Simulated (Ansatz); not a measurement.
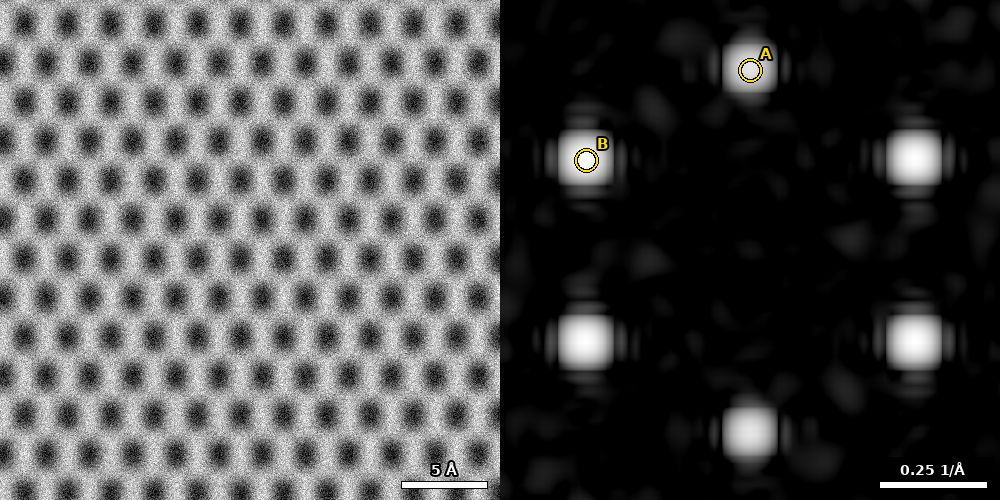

Phase-contrast TEM-like image of Ir (P6_3/mmc, No. 194) along [101]. Simulated in the weak-phase-object approximation with neutral-atom potentials: 80 kV, Cs = −13 µm, defocus +88 Å (negative is underfocus), defocus spread 12 Å, aperture 0.86 1/Å. Shot noise was added. Structure used: the geometry relaxed with DFT PBEsol, scalar-relativistic, plane waves, PAW in Ansatz; the starting structure was generated, so it need not be a known form of this composition.

The right panel is the modulus of the image's Fourier transform on a logarithmic scale.

a = 2.711 Å, b = 2.711 Å, c = 8.845 Å, α = 90.00°, β = 90.00°, γ = 120.00°

**Index the marked spots and give their plane spacings (the zone axis points at the viewer; indices equivalent by symmetry, or all signs reversed, are as good).**

A: (010), d = 2.35 Å; B: (-1 1 1), d = 2.27 Å. A and B enclose 61°, and every spot obeys the zone law hu + kv + lw = 0 for [101].
